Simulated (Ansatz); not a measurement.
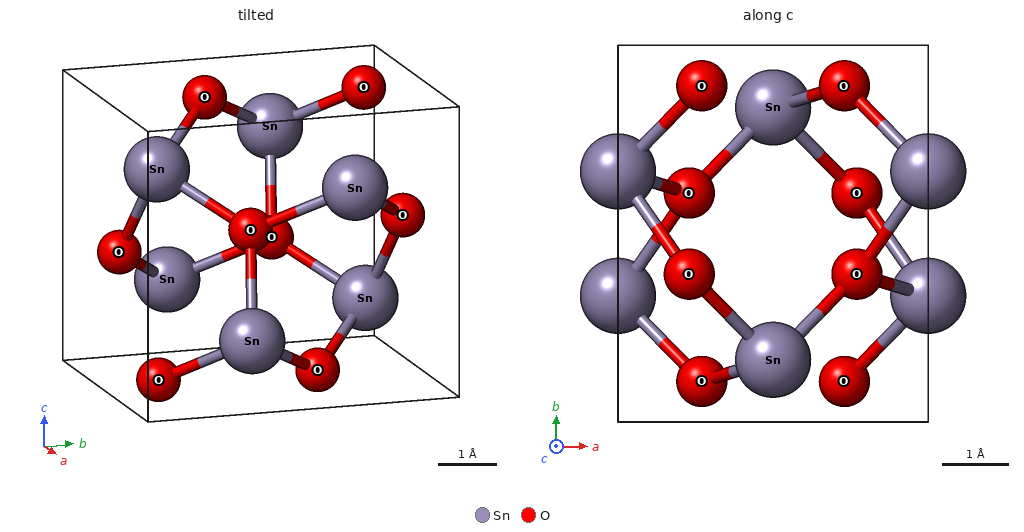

Ball-and-stick model, viewed slightly off an axis and along the c axis. Lines trace the edges of the conventional unit cell.

SnO$_{2}$, space group Pbcn (No. 60), a = 4.731 Å, b = 5.745 Å, c = 5.238 Å, α = 90.00°, β = 90.00°, γ = 90.00°. Provenance: a structure type filled with these elements by a generator (whether the compound takes this form wasn't checked). Earlier steps of the study may have refined or changed the cell and positions. Ansatz was used for an electronic-structure calculation on it.

This one geometry was computed with Ansatz (DFT, plane waves, PAW) at five levels of theory: HSE06, PBE0, PBE, r2SCAN and PBE with spin-orbit coupling. It was relaxed beforehand with r2SCAN.

> Which level gives the highest pressure at this volume, and what does that say about its equilibrium volume?

Highest: PBE (7.9 GPa) and PBE with spin-orbit coupling (7.8 GPa), which points to the largest equilibrium volume. Lowest, with the smallest volume: HSE06 (-1.5 GPa) and PBE0 (-1.6 GPa). Levels within 0.5 GPa of each other can't be told apart.

> How does the band gap change with the level of theory?

PBE: a gap of 1.41 eV, indirect; PBE with spin-orbit coupling: a gap of 1.41 eV, indirect; r2SCAN: a gap of 2.07 eV, indirect; HSE06: a gap of 3.13 eV, direct; PBE0: a gap of 3.84 eV, direct.

> Collect the results in a table.

| level | cutoff (eV) | k-mesh of the run's cell | gap (eV) | pressure (GPa) |
| --- | --- | --- | --- | --- |
| HSE06 | 420 | 4×4×4 | 3.13 | -1.5 |
| PBE0 | 420 | 4×4×4 | 3.84 | -1.6 |
| PBE | 420 | 6×6×4 | 1.41 | 7.9 |
| r2SCAN | 500 | 6×6×4 | 2.07 | 0.0 |
| PBE with spin-orbit coupling | 420 | 6×6×4 | 1.41 | 7.8 |

Gaps are taken on the k-mesh or band path of each run.
